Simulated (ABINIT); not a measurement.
# Optical-spectrum calculation, with input and output: EuS (part 1 of 2)

EuS (Fm-3m, 2 atoms in the cell), computed with Kohn-Sham DFT of a periodic cell, PBE, PseudoDojo NC SR PBE v0.4 lanthanides 3+ (4f in core; v0.4.1 standard for the other elements), spin-polarised (ABINIT 10.8.3).

The structure derives from an entry of the Crystallography Open Database.

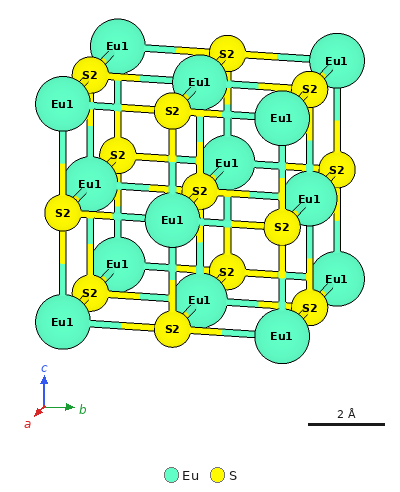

*The structure (ball-and-stick view of the cell 4 times as large as that of the calculation, set on its symmetry axes, seen slightly off an axis; atoms are numbered from 1 in the order of the input).*

Near neighbours in the crystal (not all of them lie inside the picture): Eu has 6 S at 2.98 Å; S has 6 Eu at 2.98 Å.

Input
```
# Datasets
ndtset 3

# Pseudopotentials
pp_dirpath "./"
pseudos "Eu.upf, S.upf"

# Structure
acell 3*1.0 Angstrom
rprim
     0.0000000000     2.9785000000     2.9785000000
     2.9785000000     0.0000000000     2.9785000000
     2.9785000000     2.9785000000     0.0000000000
ntypat 2
znucl 63 16
natom 2
typat 1 2
xred
            0.0            0.0            0.0
            1/2            1/2            1/2

# Plane-wave basis
ecut 21.0

# k points
ngkpt 6 6 6
nshiftk 4
shiftk
     0.5000000000     0.5000000000     0.5000000000
     0.5000000000     0.0000000000     0.0000000000
     0.0000000000     0.5000000000     0.0000000000
     0.0000000000     0.0000000000     0.5000000000
istwfk *1

# Exchange and correlation
ixc 11

# Bands and occupations
occopt 3
tsmear 0.00183747

# Spin
nsppol 2
spinat
     0.0000000000     0.0000000000     7.0000000000
     0.0000000000     0.0000000000     0.0000000000

# SCF cycle
nstep 80

# Output
iomode 3
prteig 0
prtebands 0

# Dataset 1: ground state
nband1 18
tolvrs1 1.0e-12
prtden1 1
prtwf1 0
kptopt1 1

# Dataset 2: empty bands at fixed density
iscf2 -3
getden2 1
nband2 20
nbdbuf2 4
tolwfr2 1.0e-12
nstep2 120
prtden2 0
kptopt2 1

# Dataset 3: wave functions and velocity matrix elements in the full zone
optdriver3 8
wfk_task3 "wfk_optics_fullbz"
getwfk3 2
nband3 16
kptopt3 1
prtevk3 1
inclvkb3 2
```

File optic.abi
```
&FILES
 ddkfile_1 = 'runo_DS3_1_EVK.nc',
 ddkfile_2 = 'runo_DS3_2_EVK.nc',
 ddkfile_3 = 'runo_DS3_3_EVK.nc',
 wfkfile = 'runo_DS3_WFK.nc'
/
&PARAMETERS
 broadening = 0.001837,
 domega = 0.002,
 maxomega = 0.8,
 scissor = 0.000000,
 tolerance = 0.002
/
&COMPUTATIONS
 num_lin_comp = 1,
 lin_comp = 11,
 num_nonlin_comp = 0
/
```

Launched with:
```bash
abinit run.abi > log 2>&1
optic optic.abi > optic.log 2>&1
```

Log
```
.Version 10.8.3 of ABINIT
 DATASET    1 : space group Fm -3 m (#225); Bravais cF (face-center cubic)
================================================================================
 Values of the parameters that define the memory need for DATASET  1.
     intxc =       0    ionmov =       0      iscf =       7    lmnmax =       7
     lnmax =       7     mgfft =      36  mpssoang =       4    mqgrid =    3001
     natom =       2  nloc_mem =       1    nspden =       2   nspinor =       1
    nsppol =       2      nsym =      48    n1xccc =    2501    ntypat =       2
    occopt =       3   xclevel =       2
       mpw =        1648          nfft =       46656          nkpt =          28
================================================================================
================================================================================

 DATASET    2 : space group Fm -3 m (#225); Bravais cF (face-center cubic)
================================================================================
 Values of the parameters that define the memory need for DATASET  2.
     intxc =       0    ionmov =       0      iscf =      -3    lmnmax =       7
     lnmax =       7     mgfft =      36  mpssoang =       4    mqgrid =    3001
     natom =       2  nloc_mem =       1    nspden =       2   nspinor =       1
    nsppol =       2      nsym =      48    n1xccc =    2501    ntypat =       2
    occopt =       3   xclevel =       2
       mpw =        1648          nfft =       46656          nkpt =          28
================================================================================
================================================================================

 DATASET    3 : space group Fm -3 m (#225); Bravais cF (face-center cubic)
================================================================================
 Values of the parameters that define the memory need for DATASET  3.
     intxc =       0    ionmov =       0      iscf =       7    lmnmax =       7
     lnmax =       7     mgfft =      36  mpssoang =       4    mqgrid =    3001
     natom =       2  nloc_mem =       1    nspden =       2   nspinor =       1
    nsppol =       2      nsym =      48    n1xccc =    2501    ntypat =       2
    occopt =       3   xclevel =       2
       mpw =        1648          nfft =       46656          nkpt =          28
================================================================================
================================================================================

--------------------------------------------------------------------------------
------------- Echo of variables that govern the present computation ------------
--------------------------------------------------------------------------------
 -outvars: echo values of preprocessed input variables --------
            acell      1.8897261259E+00  1.8897261259E+00  1.8897261259E+00 Bohr
              amu      1.51965000E+02  3.20660000E+01
             ecut      2.10000000E+01 Hartree
           getden1          0
           getden2          1
           getden3          0
           getwfk1          0
           getwfk2          0
           getwfk3          2
             iscf1          7
             iscf2         -3
             iscf3          7
              ixc          11
           jdtset        1    2    3
         kptrlatt        6   -6    6     -6    6    6     -6   -6    6
          kptrlen      6.75425912E+01
            natom           2
            nband1         18
            nband2         20
            nband3         16
           nbdbuf1          0
           nbdbuf2          4
           nbdbuf3          0
           ndtset           3
            ngfft          36      36      36
             nkpt          28
           nspden           2
           nsppol           2
            nstep1         80
            nstep2        120
            nstep3         80
             nsym          48
           ntypat           2
           occopt           3
        optdriver1          0
        optdriver2          0
        optdriver3          8
           prtden1          1
           prtden2          0
           prtden3          1
        prtebands           0
           prteig           0
           prtevk1          0
           prtevk2          0
           prtevk3          1
            prtwf1          0
            prtwf2          1
            prtwf3          1
            rprim      0.0000000000E+00  2.9785000000E+00  2.9785000000E+00
                       2.9785000000E+00  0.0000000000E+00  2.9785000000E+00
                       2.9785000000E+00  2.9785000000E+00  0.0000000000E+00
           shiftk      5.00000000E-01  5.00000000E-01  5.00000000E-01
          spgroup         225
           spinat      0.0000000000E+00  0.0000000000E+00  7.0000000000E+00
                       0.0000000000E+00  0.0000000000E+00  0.0000000000E+00
           tolvrs1     1.00000000E-12
           tolvrs2     0.00000000E+00
           tolvrs3     0.00000000E+00
           tolwfr1     0.00000000E+00
           tolwfr2     1.00000000E-12
           tolwfr3     0.00000000E+00
           tsmear      1.83747000E-03 Hartree
            typat      1  2
         wfk_task1          0
         wfk_task2          0
         wfk_task3          7
           xangst      0.0000000000E+00  0.0000000000E+00  0.0000000000E+00
                       2.9785000000E+00  2.9785000000E+00  2.9785000000E+00
            xcart      0.0000000000E+00  0.0000000000E+00  0.0000000000E+00
                       5.6285492660E+00  5.6285492660E+00  5.6285492660E+00
             xred      0.0000000000E+00  0.0000000000E+00  0.0000000000E+00
                       5.0000000000E-01  5.0000000000E-01  5.0000000000E-01
            znucl       63.00000   16.00000

================================================================================

 chkinp: Checking input parameters for consistency, jdtset=   1.

 chkinp: Checking input parameters for consistency, jdtset=   2.

 chkinp: Checking input parameters for consistency, jdtset=   3.

================================================================================
== DATASET  1 ==================================================================

--- !DatasetInfo
iteration_state: {dtset: 1, }
dimensions: {natom: 2, nkpt: 28, mband: 18, nsppol: 2, nspinor: 1, nspden: 2, mpw: 1648, }
cutoff_energies: {ecut:  21.0, pawecutdg:  -1.0, }
electrons: {nelect:   1.70000000E+01, charge:   0.00000000E+00, occopt:   3.00000000E+00, tsmear:   1.83747000E-03, }
meta: {optdriver: 0, ionmov: 0, optcell: 0, iscf: 7, paral_kgb: 0, }
...

 Exchange-correlation functional for the present dataset will be:
  GGA: Perdew-Burke-Ernzerhof functional - ixc=11
  J.P.Perdew, K.Burke, M.Ernzerhof, PRL 77, 3865 (1996)

 Real(R)+Recip(G) space primitive vectors, cartesian coordinates (Bohr,Bohr^-1):
 R(1)=  0.0000000  5.6285493  5.6285493  G(1)= -0.0888328  0.0888328  0.0888328
 R(2)=  5.6285493  0.0000000  5.6285493  G(2)=  0.0888328 -0.0888328  0.0888328
 R(3)=  5.6285493  5.6285493  0.0000000  G(3)=  0.0888328  0.0888328 -0.0888328
 Unit cell volume ucvol=  3.5663126E+02 bohr^3
 Angles (23,13,12)=  6.00000000E+01  6.00000000E+01  6.00000000E+01 degrees

 getcut: wavevector=  0.0000  0.0000  0.0000  ngfft=  36  36  36
         ecut(hartree)=     21.000   => boxcut(ratio)=   2.19238

--- Pseudopotential description ------------------------------------------------
- pspini: atom type   1  psp file is ./Eu.upf
  63.00000  11.00000  180302                  znucl, zion, pspdat
12 -101130 3 -1 1742                          pspcod,pspxc,lmax,lloc,mmax
     nproj     2     2     2     1

- pspini: atom type   2  psp file is ./S.upf
  16.00000   6.00000  171031                  znucl, zion, pspdat
12 -101130 2 -1 1146                          pspcod,pspxc,lmax,lloc,mmax
     nproj     2     2     2     0

   6.47618031E+02                                ecore*ucvol(ha*bohr**3)
--------------------------------------------------------------------------------

================================================================================

--- !BeginCycle
iteration_state: {dtset: 1, }
solver: {iscf: 7, nstep: 80, nline: 4, wfoptalg: 0, }
tolerances: {tolvrs: 1.00E-12, }
...

     iter   Etot(hartree)      deltaE(h)  residm     vres2   difmagsph maxmagsph
 ETOT  1  -51.989858782117    -5.199E+01 6.379E-02 2.836E+02 3.088E-01 3.088E-01
 ETOT  2  -52.030232385883    -4.037E-02 7.232E-03 3.651E+01 1.379E-01 1.709E-01
 ETOT  3  -52.035418173496    -5.186E-03 3.299E-03 1.122E+01 7.265E-02 9.825E-02
 ETOT  4  -52.037282277136    -1.864E-03 2.256E-03 1.937E+00 5.390E-02 6.575E-02
 ETOT  5  -52.037789678251    -5.074E-04 5.123E-04 3.820E-01 3.224E-02 3.351E-02
 ETOT  6  -52.037912297390    -1.226E-04 1.026E-03 3.795E-02 2.528E-02 8.231E-03
 ETOT  7  -52.037920069931    -7.773E-06 1.506E-04 1.917E-03 8.416E-03 1.065E-03
 ETOT  8  -52.037920277546    -2.076E-07 5.011E-04 9.473E-05 9.104E-04 2.520E-04
 ETOT  9  -52.037920289171    -1.163E-08 5.739E-05 3.505E-06 2.673E-04 1.870E-05
 ETOT 10  -52.037920289385    -2.140E-10 1.816E-04 1.828E-07 1.232E-05 1.246E-05
 ETOT 11  -52.037920289410    -2.562E-11 2.001E-05 3.825E-09 1.153E-05 9.287E-07
 ETOT 12  -52.037920289410    -1.279E-13 5.998E-05 1.392E-10 1.216E-06 5.736E-07
 ETOT 13  -52.037920289411    -2.558E-13 8.114E-06 1.296E-11 4.695E-07 1.041E-07
 ETOT 14  -52.037920289410     2.416E-13 1.924E-05 4.047E-13 8.542E-08 1.865E-08

 At SCF step   14       vres2   =  4.05E-13 < tolvrs=  1.00E-12 =>converged.

 Cartesian components of stress tensor (hartree/bohr^3)
  sigma(1 1)=  3.84995868E-04  sigma(3 2)=  0.00000000E+00
  sigma(2 2)=  3.84995868E-04  sigma(3 1)=  0.00000000E+00
  sigma(3 3)=  3.84995868E-04  sigma(2 1)=  0.00000000E+00

--- !ResultsGS
iteration_state: {dtset: 1, }
comment   : Summary of ground state results
lattice_vectors:
- [  0.0000000,   5.6285493,   5.6285493, ]
- [  5.6285493,   0.0000000,   5.6285493, ]
- [  5.6285493,   5.6285493,   0.0000000, ]
lattice_lengths: [   7.95997,    7.95997,    7.95997, ]
lattice_angles: [ 60.000,  60.000,  60.000, ] # degrees, (23, 13, 12)
lattice_volume:   3.5663126E+02
convergence: {deltae:  2.416E-13, res2:  4.047E-13, residm:  1.924E-05, diffor: null, }
etotal    :  -5.20379203E+01
entropy   :   0.00000000E+00
fermie    :   2.70262004E-01
cartesian_stress_tensor: # hartree/bohr^3
- [  3.84995868E-04,   0.00000000E+00,   0.00000000E+00, ]
- [  0.00000000E+00,   3.84995868E-04,   0.00000000E+00, ]
- [  0.00000000E+00,   0.00000000E+00,   3.84995868E-04, ]
pressure_GPa:  -1.1327E+01
xred      :
- [  0.0000E+00,   0.0000E+00,   0.0000E+00, Eu]
- [  5.0000E-01,   5.0000E-01,   5.0000E-01,  S]
cartesian_forces: # hartree/bohr
- [ -0.00000000E+00,  -0.00000000E+00,  -0.00000000E+00, ]
- [ -0.00000000E+00,  -0.00000000E+00,  -0.00000000E+00, ]
force_length_stats: {min:   0.00000000E+00, max:   0.00000000E+00, mean:   0.00000000E+00, }
...

 Integrated electronic and magnetization densities in atomic spheres:
 ------------------------------------------------------------------------------------------------------------
 Radius=ratsph(iatom), smearing ratsm=  0.0000. Diff(up-dn)=approximate z local magnetic moment.
    Atom    Radius    up_density   dn_density  Total(up+dn)  Diff(up-dn)
    1 Eu   2.00000     3.494429     3.494429      6.988857    -0.000000
    2  S   2.00000     1.923867     1.923867      3.847734     0.000000
```
